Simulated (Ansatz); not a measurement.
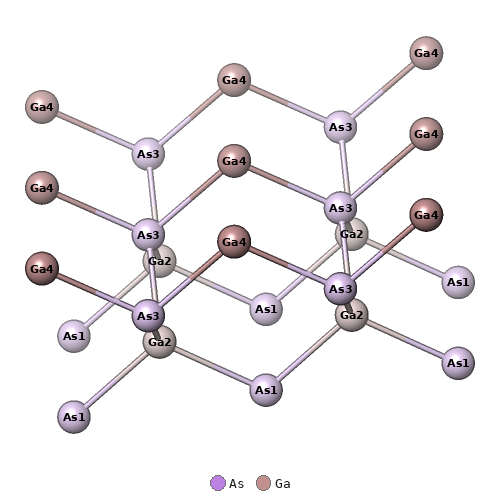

The system is H on a GaAs(100) slab cut from the F-43m phase, its upper half relaxed before the scan (4 atoms of substrate and one adsorbate in a 1 × 1 cell); the picture shows it without the atoms that are moved over the map. H is moved over the surface cell; relaxed at each place: the height of the adsorbate's atoms; substrate rigid; the origin of the map has the adsorbate above Ga4. Places are given modulo a cell vector. The map is drawn in real space over the plane of the surface. Grid: 8 × 8 points; 25 points were computed and 39 follow by symmetry. Energies are in eV, from the lowest grid point. At some places the adsorbate sinks to or below the level of the top layer. With one adsorbate in each 1 × 1 cell, its nearest image is 4.1 Å away, so neighbouring adsorbates interact. Computed with Ansatz 0.2.0, DFT PBE, scalar-relativistic, plane waves, PAW. Settings: cutoff 420 eV, k-mesh 7×7×1, gaussian smearing 0.05 eV, spin-polarised.

Range: position of H5 along the first surface vector from 0.000 to 0.875; position of H5 along the second surface vector from 0.000 to 0.875.

### Predict the map.

The lowest grid point is at the top site over a surface Ga atom, (0/8, 0/8) of the cell vectors. The highest grid point, (3/8, 4/8) of the cell vectors [nearest 2 Ga at 2.60 Å], lies 1.89 eV above the lowest. At the lowest point the adsorbate has 1 Ga at 1.57 Å as nearest neighbours, at the highest 2 Ga at 2.60 Å. Its relaxed height above the top atom is 1.57 Å at the lowest and 0.58 Å at the highest point.

| second ↓, first → | 0/8 | 1/8 | 2/8 | 3/8 | 4/8 | 5/8 | 6/8 | 7/8 |
| --- | --- | --- | --- | --- | --- | --- | --- | --- |
| 7/8 | 0.04 | 0.16 | 0.58 | 1.38 | 1.75 | 1.38 | 0.58 | 0.16 |
| 6/8 | 0.15 | 0.29 | 0.75 | 1.55 | 1.74 | 1.55 | 0.75 | 0.29 |
| 5/8 | 0.35 | 0.52 | 1.05 | 1.83 | 1.80 | 1.83 | 1.05 | 0.52 |
| 4/8 | 0.52 | 0.71 | 1.23 | 1.89 | 1.73 | 1.89 | 1.23 | 0.71 |
| 3/8 | 0.35 | 0.52 | 1.05 | 1.83 | 1.80 | 1.83 | 1.05 | 0.52 |
| 2/8 | 0.15 | 0.29 | 0.75 | 1.55 | 1.74 | 1.55 | 0.75 | 0.29 |
| 1/8 | 0.04 | 0.16 | 0.58 | 1.38 | 1.75 | 1.38 | 0.58 | 0.16 |
| 0/8 | 0.00 | 0.12 | 0.52 | 1.31 | 1.76 | 1.31 | 0.52 | 0.12 |

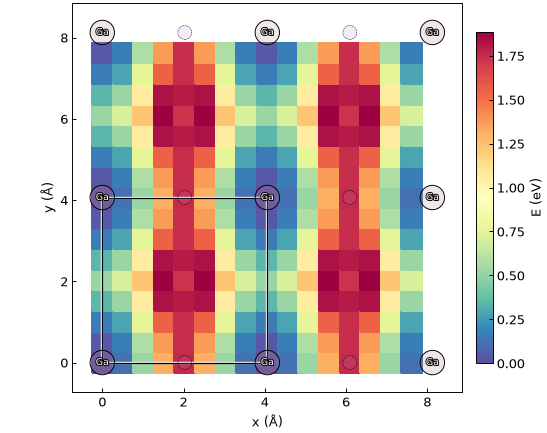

In the figure: one coloured cell a grid point, labelled circles for the atoms of the top layer and small ones for the second layer, the outline of one cell of the 2 × 2 shown.

Each point was launched as `ansatz run input.yaml --threads 2 --pin off --max-ram 6144MiB --backend cpu --events-out ev --progress --plain --runs-dir out`. The whole map (25 points run) took 67 min on 2 threads of Arm Neoverse V2, with other jobs on the host.

PAW datasets: the set soft_1.
